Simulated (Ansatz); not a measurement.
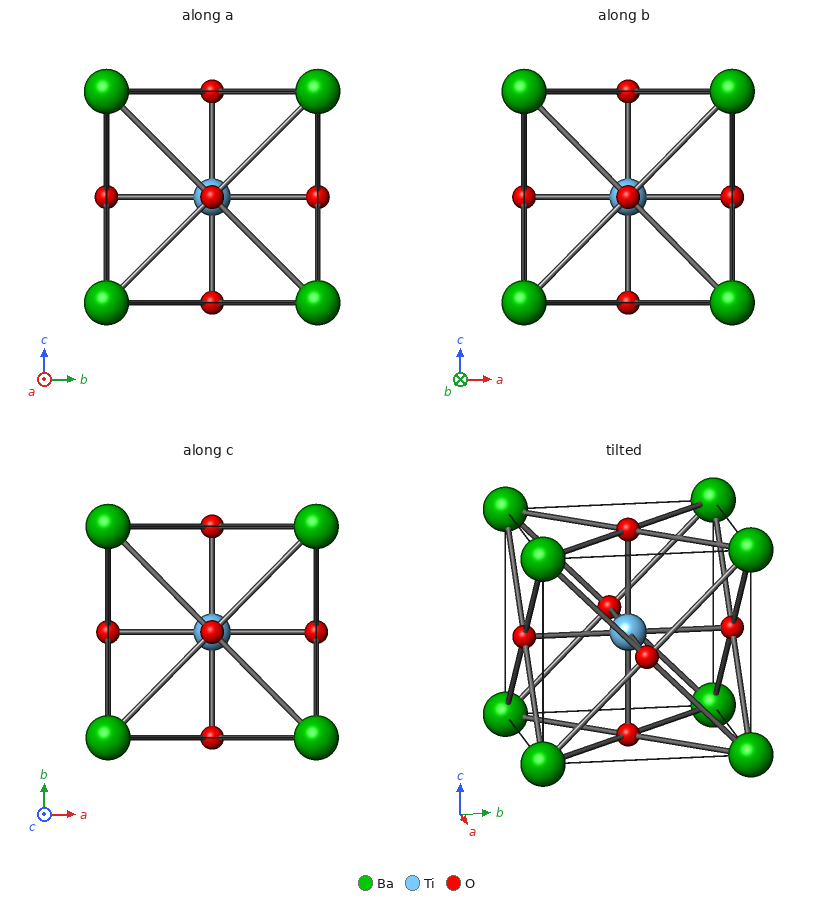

Crystal structure, ball-and-stick style, seen along the a axis, along the b axis, along the c axis and slightly off an axis. The edges of the unit cell are marked.

Lattice parameters: a = 3.9342 Å, b = 3.9941 Å, c = 3.9941 Å, α = 90.000°, β = 90.000°, γ = 90.000°.

> Give the structure in the form of a CIF in P1 with every atom of the cell.

```cif
data_structure
_symmetry_space_group_name_H-M 'P 1'
_symmetry_Int_Tables_number 1
_cell_length_a 3.9342
_cell_length_b 3.9941
_cell_length_c 3.9941
_cell_angle_alpha 90.000
_cell_angle_beta 90.000
_cell_angle_gamma 90.000
_cell_volume 62.76
loop_
_atom_site_label
_atom_site_type_symbol
_atom_site_fract_x
_atom_site_fract_y
_atom_site_fract_z
_atom_site_occupancy
Ba1 Ba 0.0000 0.0000 0.0000 1
Ti1 Ti 0.5000 0.5000 0.5000 1
O1 O 0.5000 0.5000 0.0000 1
O2 O 0.5000 0.0000 0.5000 1
O3 O 0.0000 0.5000 0.5000 1
```

The structure was taken from a structure type filled with these elements by a generator (whether the compound takes this form wasn't checked). The cell was then strained or its atoms displaced on purpose. It was run through Ansatz as a DFT input.
